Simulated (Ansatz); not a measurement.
# Mo(100) / 1 layer V(100) / Mo(100): resistance against film thickness, part 2 of 2

How does the resistance across the layers grow with the film in Mo(100) / 1 layer V(100) / Mo(100)?

Ansatz 0.2.0; Ansatz plane-wave DFT, PBE, PAW files; ballistic transport by layer matching (Landauer), zero bias; PAW set soft_1.

So far. Step 2 (With 1 layer): The lead's potential steps by 1.6 meV from period to period, small in itself. The program estimates the junction's conductance to 5.6 % from the k-mesh, 0.8 % from the leads' distance from neutral and 0.4 % from their steps. Step 3 (With 3 layers, film layers 3): The conductance of the junction is 7.3e14 S/m², 25 % under the 9.8e14 S/m² of the last finished run.

## 4. With 5 layers, k-mesh 12×12×1, film layers 5

The stack now holds 5 film layers; the k-mesh follows the cell, and the energies span -0.27 to 0.27 eV.

System of this step: Mo(100) / 5 layers V(100) / Mo(100). The cell holds 16 atoms: 11 Mo and 5 V. Its edges and angles: a = 3.147 Å, b = 3.147 Å, c = 24.303 Å, α = 90.0°, β = 90.0°, γ = 90.0°. It derives from Mo and V. Regions: lead, 11 atoms (11 Mo); films, 5 atoms (5 V). The structure is stacked along c, and the current runs across the ab planes.

input.yaml

```yaml
crystal:
  lattice:
    - [3.147, 0.0, 0.0]
    - [0.0, 3.147, 0.0]
    - [0.0, 0.0, 24.3029455541]
  atoms:
    - { symbol: Mo, position: [0.0, 0.0, 0.0323726191] }
    - { symbol: Mo, position: [0.5, 0.5, 0.0971178574] }
    - { symbol: Mo, position: [0.0, 0.0, 0.1618630956] }
    - { symbol: Mo, position: [0.5, 0.5, 0.2266083339] }
    - { symbol: Mo, position: [0.0, 0.0, 0.2913535721] }
    - { symbol: V, position: [0.5, 0.5, 0.3525064292] }
    - { symbol: V, position: [0.0, 0.0, 0.410066905] }
    - { symbol: V, position: [0.5, 0.5, 0.4676273809] }
    - { symbol: V, position: [0.0, 0.0, 0.5251878567] }
    - { symbol: V, position: [0.5, 0.5, 0.5827483326] }
    - { symbol: Mo, position: [0.0, 0.0, 0.6439011896] }
    - { symbol: Mo, position: [0.5, 0.5, 0.7086464279] }
    - { symbol: Mo, position: [0.0, 0.0, 0.7733916661] }
    - { symbol: Mo, position: [0.5, 0.5, 0.8381369044] }
    - { symbol: Mo, position: [0.0, 0.0, 0.9028821426] }
    - { symbol: Mo, position: [0.5, 0.5, 0.9676273809] }
kpoints:
  mp_grid: { grid: [12, 12, 1] }
hamiltonian:
  xc: pbe
  pseudopotentials: { kind: paw, azcp: { folder: soft_1 } }
scf:
  occupations: { method: fermi_dirac, width: 0.1 }
output:
  transmission:
    leads: [[0, 1]]
    kmesh: [24, 24]
    e_range: [-0.27, 0.27]
    de: 0.036
  write_potential: true
  write_density: true
  volumetric_format: npy
```

The run is started by

```bash
$ ansatz run input.yaml --threads 4 --pin off --max-ram 8192MiB --backend cpu --events-out ev --progress --plain --runs-dir out
```

Numbers of over 12 decimals in the logs are rounded to 6 here.

What it wrote:

```text
[...]
Crystal: 16 atoms, lattice volume = 240.687 Å³
Basis set: ecut = 420 eV, 4737 PW (Γ)
Bands: 132, of which v1, the nominal top of the filled ones, is band 110 counted from 1 (109 counted from 0)
Symmetry: 16 space group operations
[...]
k-points: 28 of 144
[...]
--- Transmission ---
  basis      : 89 plane waves across, 44 finite elements along
  points     : 91, standing for a mesh of 24 x 24
[...]
filled         : 18.4 meV under the level at which it is neutral
    channels       : 1.656250e0 a spin
[...]
slowest decay  : 0.0302 /Å at (0.3750, 0.3750)
  junction   : crystal 0 to crystal 0, -0.70 to 22.03 Å
    transmission   : 9.362486e-1 a spin
[...]
resistance     : 6.0217e-4 Ω µm² beyond half of each lead's own
[key lines of the parts left out:]
SCF converged after 12 iterations
Free energy (F): -69079.119030 eV
Fermi energy:    19.635010 eV
```

Run time: 68 s. Hardware: 4 threads of Intel Xeon Platinum 8559C (Emerald Rapids), shared host; peak memory 1.4 GiB.

Numbers from this step:

```yaml
free_energy: -69079.1190 eV
energy_at_zero_smearing: -69078.9070 eV
fermi_energy: 19.64 eV
step_of_the_lead_s_potential: 2 meV
estimated_errors_of_the_lead_s_conductance: 0, 6.5, 0.8 % (band edges, k-mesh, distance from neutral)
lead_conductance_per_cell: 1.646 G₀
conductance_of_the_junction: 7.25e14 S/m²
junction_conductance_per_cell: 0.9272 G₀
estimated_errors_of_the_junction_s_conductance: 0.1, 1.4, 6.2, 0.7, 0 % (energy step, band edges, k-mesh, leads' steps, distance from neutral)
area_resistance_that_the_stack_adds_contact_term_taken_off_spin_by_spin: 0.6022 fΩ m²
```

Per spin. The transmission, zone mean by energy, zero at the Fermi level:

| energy (eV) | transmission, zone mean |
| --- | --- |
| -0.270 | 0.924 |
| -0.234 | 0.914 |
| -0.198 | 0.891 |
| -0.162 | 0.918 |
| -0.126 | 0.940 |
| -0.090 | 0.918 |
| -0.054 | 0.919 |
| -0.018 | 0.937 |
| 0.018 | 0.936 |
| 0.054 | 0.932 |
| 0.090 | 0.914 |
| 0.126 | 0.903 |
| 0.162 | 0.880 |
| 0.198 | 0.868 |
| 0.234 | 0.863 |
| 0.270 | 0.851 |

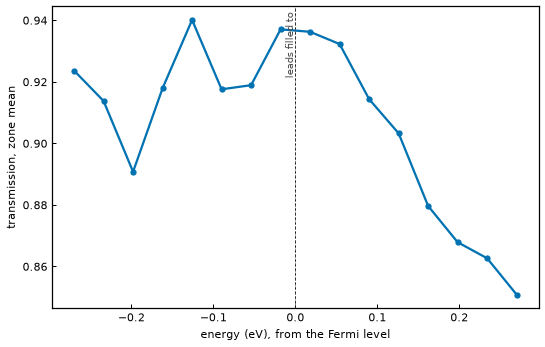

Transmission, zone mean, plotted against energy.

The conductance of the junction is 7.3e14 S/m², 0.88 % under the 7.3e14 S/m² of the last finished run, within the error estimates, leads' steps apart, of 7.2 and 6.2 %.

## 5. With 7 layers, k-mesh 12×12×1, film layers 7

The stack now holds 7 film layers; the k-mesh follows the cell, and the energies span -0.27 to 0.27 eV.

System of this step: Mo(100) / 7 layers V(100) / Mo(100). The cell holds 18 atoms: 11 Mo and 7 V. Its edges and angles: a = 3.147 Å, b = 3.147 Å, c = 27.101 Å, α = 90.0°, β = 90.0°, γ = 90.0°. It derives from Mo and V. Regions: lead, 11 atoms (11 Mo); films, 7 atoms (7 V). The structure is stacked along c, and the current runs across the ab planes.

input.yaml, the sections that differ from step 4:

```yaml
crystal:
  lattice:
    - [3.147, 0.0, 0.0]
    - [0.0, 3.147, 0.0]
    - [0.0, 0.0, 27.1007237758]
  atoms:
    - { symbol: Mo, position: [0.0, 0.0, 0.02903059] }
    - { symbol: Mo, position: [0.5, 0.5, 0.0870917699] }
    - { symbol: Mo, position: [0.0, 0.0, 0.1451529499] }
    - { symbol: Mo, position: [0.5, 0.5, 0.2032141298] }
    - { symbol: Mo, position: [0.0, 0.0, 0.2612753098] }
    - { symbol: V, position: [0.5, 0.5, 0.3161149727] }
    - { symbol: V, position: [0.0, 0.0, 0.3677331184] }
    - { symbol: V, position: [0.5, 0.5, 0.4193512642] }
    - { symbol: V, position: [0.0, 0.0, 0.47096941] }
    - { symbol: V, position: [0.5, 0.5, 0.5225875558] }
    - { symbol: V, position: [0.0, 0.0, 0.5742057016] }
    - { symbol: V, position: [0.5, 0.5, 0.6258238474] }
    - { symbol: Mo, position: [0.0, 0.0, 0.6806635103] }
    - { symbol: Mo, position: [0.5, 0.5, 0.7387246902] }
    - { symbol: Mo, position: [0.0, 0.0, 0.7967858702] }
    - { symbol: Mo, position: [0.5, 0.5, 0.8548470501] }
    - { symbol: Mo, position: [0.0, 0.0, 0.9129082301] }
    - { symbol: Mo, position: [0.5, 0.5, 0.97096941] }
# kpoints, hamiltonian, scf, output: as in step 4
```

What it wrote:

```text
[...]
Crystal: 18 atoms, lattice volume = 268.395 Å³
Basis set: ecut = 420 eV, 5299 PW (Γ)
Bands: 147, of which v1, the nominal top of the filled ones, is band 123 counted from 1 (122 counted from 0)
Symmetry: 16 space group operations
[...]
k-points: 28 of 144
[...]
--- Transmission ---
  basis      : 89 plane waves across, 48 finite elements along
  points     : 91, standing for a mesh of 24 x 24
[...]
filled         : 22.2 meV under the level at which it is neutral
    channels       : 1.642361e0 a spin
[...]
slowest decay  : 0.0247 /Å at (0.3750, 0.3750)
  junction   : crystal 0 to crystal 0, -0.70 to 24.83 Å
    transmission   : 9.166361e-1 a spin
[...]
resistance     : 6.2607e-4 Ω µm² beyond half of each lead's own
[key lines of the parts left out:]
SCF converged after 12 iterations
Free energy (F): -74903.916364 eV
Fermi energy:    19.268571 eV
```

Elapsed: 78 s, on 4 threads; peak memory 1.6 GiB; 4.5 min of CPU time.

Numbers from this step:

```
free energy                                                                : -74903.9164 eV
energy at zero smearing                                                    : -74903.6442 eV
Fermi energy                                                               : 19.27 eV
step of the lead's potential                                               : 3.2 meV
estimated errors of the lead's conductance                                 : 0, 6.5, 0.9 % (band edges, k-mesh, distance from neutral)
lead conductance per cell                                                  : 1.644 G₀
conductance of the junction                                                : 7.12e14 S/m²
junction conductance per cell                                              : 0.9106 G₀
estimated errors of the junction's conductance                             : 0.2, 0, 7.2, 1.1, 0.1 % (energy step, band edges, k-mesh, leads' steps, distance from neutral)
area resistance that the stack adds (contact term taken off, spin by spin) : 0.6261 fΩ m²
```

Per spin. Table of transmission, zone mean by energy, zero at the Fermi level:

| energy (eV) | transmission, zone mean |
| --- | --- |
| -0.270 | 0.924 |
| -0.234 | 0.882 |
| -0.198 | 0.884 |
| -0.162 | 0.897 |
| -0.126 | 0.892 |
| -0.090 | 0.884 |
| -0.054 | 0.901 |
| -0.018 | 0.914 |
| 0.018 | 0.917 |
| 0.054 | 0.899 |
| 0.090 | 0.902 |
| 0.126 | 0.873 |
| 0.162 | 0.862 |
| 0.198 | 0.871 |
| 0.234 | 0.861 |
| 0.270 | 0.854 |

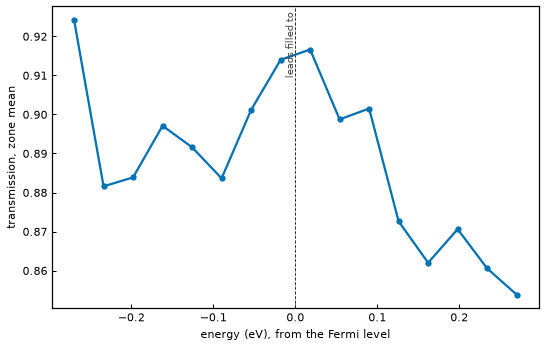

Transmission, zone mean, plotted against energy.

The conductance of the junction is 7.1e14 S/m², 1.8 % under the 7.3e14 S/m² of the last finished run, within the error estimates, leads' steps apart, of 6.2 and 7.2 %.

## 6. With 9 layers, k-mesh 12×12×1, film layers 9

The stack now holds 9 film layers; the k-mesh follows the cell, and the energies span -0.27 to 0.27 eV.

System of this step: Mo(100) / 9 layers V(100) / Mo(100). The cell holds 20 atoms: 11 Mo and 9 V. Cell: a = 3.147 Å, b = 3.147 Å, c = 29.899 Å, α = 90.0°, β = 90.0°, γ = 90.0°. It derives from Mo and V. Regions: lead, 11 atoms (11 Mo); films, 9 atoms (9 V). The structure is stacked along c, and the current runs across the ab planes.

input.yaml, the sections that differ from step 5:

```yaml
crystal:
  lattice:
    - [3.147, 0.0, 0.0]
    - [0.0, 3.147, 0.0]
    - [0.0, 0.0, 29.8985019975]
  atoms:
    - { symbol: Mo, position: [0.0, 0.0, 0.0263140274] }
    - { symbol: Mo, position: [0.5, 0.5, 0.0789420821] }
    - { symbol: Mo, position: [0.0, 0.0, 0.1315701369] }
    - { symbol: Mo, position: [0.5, 0.5, 0.1841981916] }
    - { symbol: Mo, position: [0.0, 0.0, 0.2368262464] }
    - { symbol: V, position: [0.5, 0.5, 0.2865342403] }
    - { symbol: V, position: [0.0, 0.0, 0.3333221734] }
    - { symbol: V, position: [0.5, 0.5, 0.3801101065] }
    - { symbol: V, position: [0.0, 0.0, 0.4268980395] }
    - { symbol: V, position: [0.5, 0.5, 0.4736859726] }
    - { symbol: V, position: [0.0, 0.0, 0.5204739057] }
    - { symbol: V, position: [0.5, 0.5, 0.5672618388] }
    - { symbol: V, position: [0.0, 0.0, 0.6140497719] }
    - { symbol: V, position: [0.5, 0.5, 0.660837705] }
    - { symbol: Mo, position: [0.0, 0.0, 0.7105456989] }
    - { symbol: Mo, position: [0.5, 0.5, 0.7631737536] }
    - { symbol: Mo, position: [0.0, 0.0, 0.8158018084] }
    - { symbol: Mo, position: [0.5, 0.5, 0.8684298631] }
    - { symbol: Mo, position: [0.0, 0.0, 0.9210579179] }
    - { symbol: Mo, position: [0.5, 0.5, 0.9736859726] }
# kpoints, hamiltonian, scf, output: as in step 5
```

What it wrote:

```text
[...]
Crystal: 20 atoms, lattice volume = 296.103 Å³
Basis set: ecut = 420 eV, 5867 PW (Γ)
Bands: 163, of which v1, the nominal top of the filled ones, is band 136 counted from 1 (135 counted from 0)
Symmetry: 16 space group operations
[...]
k-points: 28 of 144
[...]
--- Transmission ---
  basis      : 89 plane waves across, 51 finite elements along
  points     : 91, standing for a mesh of 24 x 24
[...]
filled         : 21.0 meV under the level at which it is neutral
    channels       : 1.642361e0 a spin
[...]
slowest decay  : 0.0265 /Å at (0.3750, 0.3750)
  junction   : crystal 0 to crystal 0, -0.70 to 27.63 Å
    transmission   : 9.453449e-1 a spin
[...]
resistance     : 6.1237e-4 Ω µm² beyond half of each lead's own
[key lines of the parts left out:]
SCF converged after 12 iterations
Free energy (F): -80728.721487 eV
Fermi energy:    18.972771 eV
```

Wall time 93 s (4 threads); peak memory 1.9 GiB; 5.4 min of CPU time.

Numbers from this step:

```yaml
free_energy: -80728.7215 eV
energy_at_zero_smearing: -80728.3988 eV
fermi_energy: 18.97 eV
step_of_the_lead_s_potential: 2.4 meV
lead_conductance_per_cell: 1.645 G₀
conductance_of_the_junction: 7.20e14 S/m²
junction_conductance_per_cell: 0.9199 G₀
estimated_errors_of_the_junction_s_conductance: 0.1, 0, 7, 1, 0.6 % (energy step, band edges, k-mesh, leads' steps, distance from neutral)
area_resistance_that_the_stack_adds_contact_term_taken_off_spin_by_spin: 0.6124 fΩ m²
```

Per spin. The transmission, zone mean by energy, zero at the Fermi level:

| energy (eV) | transmission, zone mean |
| --- | --- |
| -0.270 | 0.843 |
| -0.234 | 0.866 |
| -0.198 | 0.875 |
| -0.162 | 0.899 |
| -0.126 | 0.894 |
| -0.090 | 0.887 |
| -0.054 | 0.894 |
| -0.018 | 0.915 |
| 0.018 | 0.945 |
| 0.054 | 0.937 |
| 0.090 | 0.920 |
| 0.126 | 0.915 |
| 0.162 | 0.887 |
| 0.198 | 0.863 |
| 0.234 | 0.870 |
| 0.270 | 0.886 |

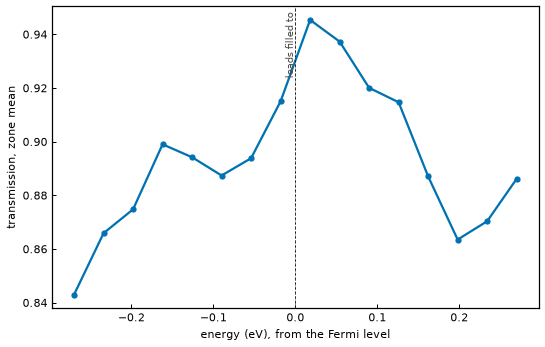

Transmission, zone mean against energy.

The conductance of the junction is 7.2e14 S/m², 1.0 % over the 7.1e14 S/m² of the last finished run, within the error estimates, leads' steps apart, of 7.2 and 7 %.

## 7. The ladder

Times are for 4 threads of Intel Xeon Platinum 8559C (Emerald Rapids), shared host. The series side by side:

| no. | film layers | area resistance that the stack adds (contact term taken off, spin by spin) (fΩ m²) | conductance of the junction (S/m²) | time | memory (GiB) |
| --- | --- | --- | --- | --- | --- |
| 1 | 1 | 0.2414 | 9.82e14 | 2.3 min | 1.2 |
| 2 | 3 | 0.5904 | 7.32e14 | 82 s | 1.4 |
| 3 | 5 | 0.6022 | 7.25e14 | 68 s | 1.4 |
| 4 | 7 | 0.6261 | 7.12e14 | 78 s | 1.6 |
| 5 | 9 | 0.6124 | 7.20e14 | 93 s | 1.9 |

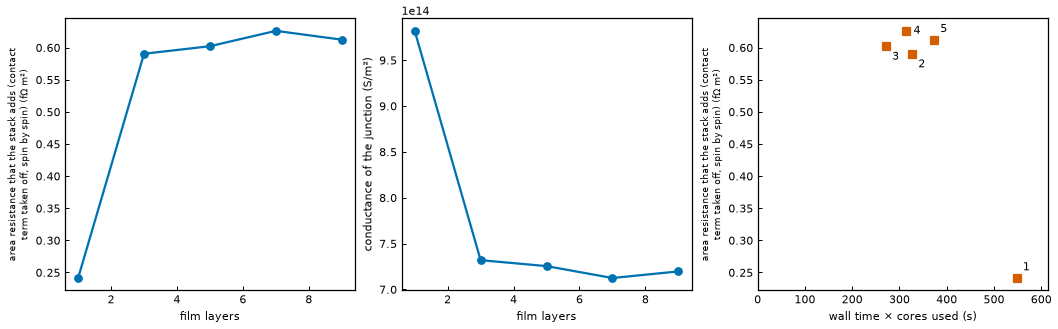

The series as plots; the last panel sets the first result against cost, with the runs numbered as in the table.

## 8. With 3 layers

This step: Ansatz plane-wave DFT, PBE, PAW files; ballistic transport by layer matching (Landauer), zero bias; changed: output.transmission.e_range = [-1, 1], output.transmission.de = 0.05, output.transmission.kmesh = [18, 18]; PAW set soft_1 (Ansatz 0.2.0).

System of this step: Mo(100) / 3 layers V(100) / Mo(100). The cell holds 14 atoms: 11 Mo and 3 V. Cell: a = 3.147 Å, b = 3.147 Å, c = 21.505 Å, α = 90.0°, β = 90.0°, γ = 90.0°. It derives from Mo and V. Regions: lead, 11 atoms (11 Mo); films, 3 atoms (3 V). The structure is stacked along c, and the current runs across the ab planes.

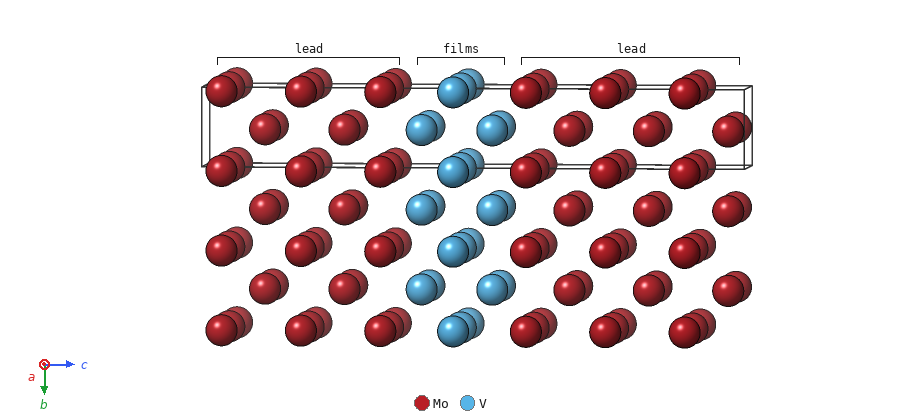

The cell of this step (molybdenum red, vanadium blue). 2×3×1 cells are drawn. Some periodic images of atoms are drawn too.

input.yaml

```yaml
crystal:
  lattice:
    - [3.147, 0.0, 0.0]
    - [0.0, 3.147, 0.0]
    - [0.0, 0.0, 21.5051673325]
  atoms:
    - { symbol: Mo, position: [0.0, 0.0, 0.0365842306] }
    - { symbol: Mo, position: [0.5, 0.5, 0.1097526917] }
    - { symbol: Mo, position: [0.0, 0.0, 0.1829211528] }
    - { symbol: Mo, position: [0.5, 0.5, 0.2560896139] }
    - { symbol: Mo, position: [0.0, 0.0, 0.3292580751] }
    - { symbol: V, position: [0.5, 0.5, 0.3983667936] }
    - { symbol: V, position: [0.0, 0.0, 0.4634157694] }
    - { symbol: V, position: [0.5, 0.5, 0.5284647453] }
    - { symbol: Mo, position: [0.0, 0.0, 0.5975734638] }
    - { symbol: Mo, position: [0.5, 0.5, 0.6707419249] }
    - { symbol: Mo, position: [0.0, 0.0, 0.7439103861] }
    - { symbol: Mo, position: [0.5, 0.5, 0.8170788472] }
    - { symbol: Mo, position: [0.0, 0.0, 0.8902473083] }
    - { symbol: Mo, position: [0.5, 0.5, 0.9634157694] }
kpoints:
  mp_grid: { grid: [12, 12, 2] }
hamiltonian:
  xc: pbe
  pseudopotentials: { kind: paw, azcp: { folder: soft_1 } }
scf:
  occupations: { method: fermi_dirac, width: 0.1 }
output:
  transmission: { leads: [[0, 1]], kmesh: [18, 18], e_range: [-1, 1], de: 0.05 }
  write_potential: true
  write_density: true
  volumetric_format: npy
```

What it wrote:

```text
[...]
Crystal: 14 atoms, lattice volume = 212.979 Å³
Basis set: ecut = 420 eV, 4207 PW (Γ)
Bands: 116, of which v1, the nominal top of the filled ones, is band 97 counted from 1 (96 counted from 0)
Symmetry: 16 space group operations
[...]
k-points: 56 of 288
[...]
SCF iter   1: F=—  HF=-63323.503171 eV  |F-HF|=—  |Δ(HF+E_count)|=         —  Δρ=4.28e-1  dr2=4.94e3  ethr=3.10e-3  ⟨swp⟩=5.6  Hψ=22718  notcnv=0  defer=4
[...]
SCF iter  12: F=-63254.336726 eV  HF=-63254.336726 eV  |F-HF|=2.50e-8  |Δ(HF+E_count)|=   6.03e-8  Δρ=1.99e-6  dr2=2.59e-8  ethr=5.18e-11  ⟨swp⟩=6.0  Hψ=21177  notcnv=0
SCF 1 converged in 12 iterations: F = -63254.336726 eV  dr2 = 2.59e-8
[...]
transmission: 231 of 2310 steps passed
transmission: 462 of 2310 steps passed
[...]
transmission: 2310 of 2310 steps passed
SCF converged after 12 iterations
Free energy (F): -63254.336726 eV
[...]
Internal energy: -63254.007029 eV  (E = F + TS)
E sigma→0 (E₀):  -63254.171878 eV
Entropy (-TS):   -0.329698 eV (-23.550 meV/atom)
Fermi energy:    20.097932 eV
[...]
--- Band table (eV; the first three rows and the last of 56) ---
  k-point 0: bands = [... 93 lower, 19.6176, 19.7814, 19.9420, 20.1132, 20.1132, 20.2732, 20.3535, 20.3535, ... 15 higher]
  k-point 1: bands = [... 93 lower, 19.6365, 19.6365, 19.6517, 19.9812, 19.9812, 20.2264, 20.2752, 20.4886, ... 15 higher]
  k-point 2: bands = [... 93 lower, 19.7088, 19.7911, 19.9526, 20.0356, 20.2145, 20.2873, 20.3258, 20.3790, ... 15 higher]
  k-point 55: bands = [... 93 lower, 20.0771, 21.2434, 21.2434, 21.4590, 21.4590, 21.7559, 21.7863, 21.8469, ... 15 higher]
--- Transmission ---
  basis      : 89 plane waves across, 42 finite elements along
  points     : 55, standing for a mesh of 18 x 18
[...]
channels       : 1.635802e0 a spin
    conductance    : none, the energies end too early or step too widely for 300 K: set another output.transmission.e_range or a lower de, or, where they end at an eighth of basis.ecutwfc, a higher one
    slowest decay  : 0.0563 /Å at (0.2778, 0.1667)
  junction   : crystal 0 to crystal 0, -0.70 to 19.23 Å
    transmission   : 9.459195e-1 a spin
[...]
```

Run time: 76 s. Hardware: 4 threads; peak memory 1.5 GiB; 4.3 min of CPU time.

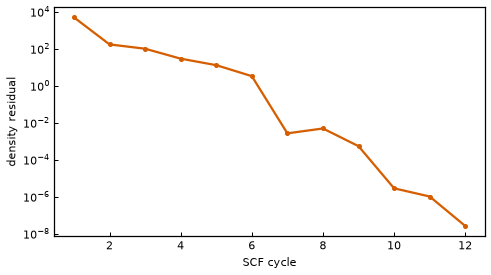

Residual by cycle in this run.

The run finished with changed settings (output.transmission.e_range = [-1, 1], output.transmission.de = 0.05 and output.transmission.kmesh = [18, 18]); it serves as a test.

## 9. What came out

```
area resistance, 1 layer  : 0.241 fΩ m²
area resistance, 3 layers : 0.590 fΩ m²
area resistance, 5 layers : 0.602 fΩ m²
area resistance, 7 layers : 0.626 fΩ m²
area resistance, 9 layers : 0.612 fΩ m²
```

What this shows: The stack adds 0.24 fΩ m² with 1 layer and 0.61 fΩ m² with 9. From 3 layers on no step exceeds the two runs' error estimates together, as expected where only the two interfaces scatter; half the mean, 0.30 fΩ m², is a rough coherent figure for one interface. Atoms sit on ideal sites and aren't relaxed. V(100) is stretched by 4.0 % in plane to fit Mo(100).

[Logs are printed without paths, hosts, clocks, repeated set-up lines and the standing remarks that a program may print on its own settings, such as how far it seeks lower states.]

[Hosts, paths, dates, database ids (printed as entryN), source tags and the programs' standing remarks are cut or masked in the printed files.]
